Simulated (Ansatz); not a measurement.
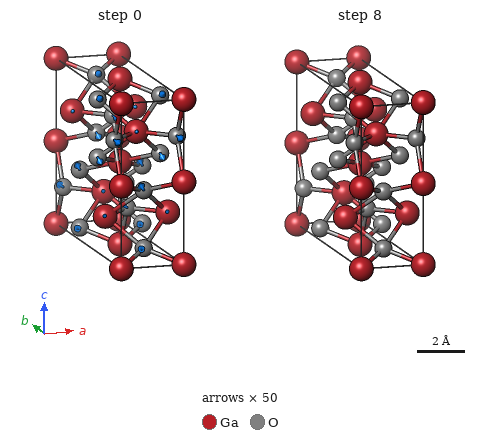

The structure of solid Ga₂O₃ (set up in Cmcm) before (left) and after (right) a relaxation, at one scale. The blue arrows give the displacements (the part carried along by the change of the cell is left out), 50 times their true length.

The picture is a ball-and-stick view of the conventional cell (2 times the calculation's cell), seen slightly off an axis. Lengths and directions refer to the drawn axes.

Method: DFT PBEsol, scalar-relativistic, plane waves, PAW (Ansatz 0.2.0). (plane-wave cutoff 420 eV; k-point mesh 10 × 10 × 4; occupations gaussian; smearing width 0.02 eV; no spin polarisation; cell and atoms relaxed; force threshold 0.005 eV/Å; at most 80 steps)

**Summarise the run.**

After 6 accepted moves (8 points after the start) the energy has fallen by 97.0 meV per cell of the calculation. The largest force component goes from 0.15 to 0.0017 eV/Å. Pressure: −7.87 GPa at the start and −0.01 GPa at the end. The SCF was repeated twice at an unchanged geometry on a basis and grid sized afresh for the cell, which shifted the energy by 18.6 meV per cell of the calculation at most. The largest moves relative to the cell, 0.016 Å, are those of O atoms. Largest moves by element: O 0.016 Å, Ga 0.003 Å. The volume changes by −4.2 %, with a 2.820 → 2.789 Å (−1.1 %), b 9.394 → 9.275 Å (−1.3 %), c 7.284 → 7.149 Å (−1.9 %). Among the contacts that change: Ga–O 2.080 → 2.037 Å, Ga–O 2.170 → 2.138 Å, Ga–O 1.985 → 1.967 Å, Ga–O 1.960 → 1.946 Å. The space group stays Cmcm (No. 63). Cost: 2.7 min on 2 threads of Arm Neoverse V1, with other jobs on the host, peak memory 0.67 GiB.
